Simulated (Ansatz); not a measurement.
```cif
data_structure
_symmetry_space_group_name_H-M 'P 1'
_symmetry_Int_Tables_number 1
_cell_length_a 3.0907
_cell_length_b 3.0907
_cell_length_c 4.9312
_cell_angle_alpha 71.737
_cell_angle_beta 71.737
_cell_angle_gamma 60.000
_cell_volume 38.03
loop_
_atom_site_label
_atom_site_type_symbol
_atom_site_fract_x
_atom_site_fract_y
_atom_site_fract_z
_atom_site_occupancy
Co1 Co 0.00000 0.00000 0.00000 1
Co2 Co 0.50000 0.50000 0.50000 1
O1 O 0.75000 0.75000 0.75000 1
O2 O 0.25000 0.25000 0.25000 1
```

Space group R-3m; a structure from a database of computed crystals, not necessarily the ambient phase; the SCF solution may not be the lowest one; the program warned that another magnetic order may lie lower; spin-polarised.

These are results of DFT PBE, scalar-relativistic, plane waves, PAW (Ansatz), not measurements.

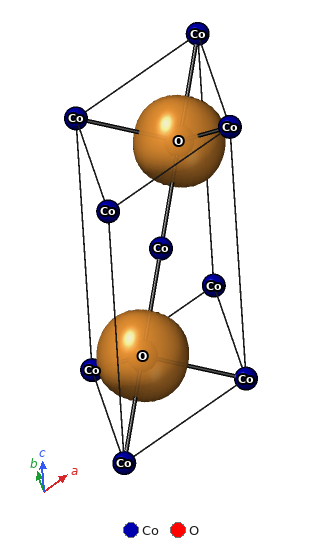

CoO. Isosurface of the ELF at 0.6 (orange), seen at an oblique angle. Core shells and regions of very low density are left out. Sticks mark near contacts.

**Describe the localisation domains.**

The ELF exceeds this value in two regions wrapped around O (the valence shell of each), counted in one cell of 4 atoms. Any copies at cell faces, edges or corners count once.

Values along the shortest contacts:
Co–O (2.12 Å): the ELF peaks at about 0.80 in the valence shell of O, 0.6 Å from its nucleus, and is about 0.15 at the midpoint: no shared electron pair shows on this line.
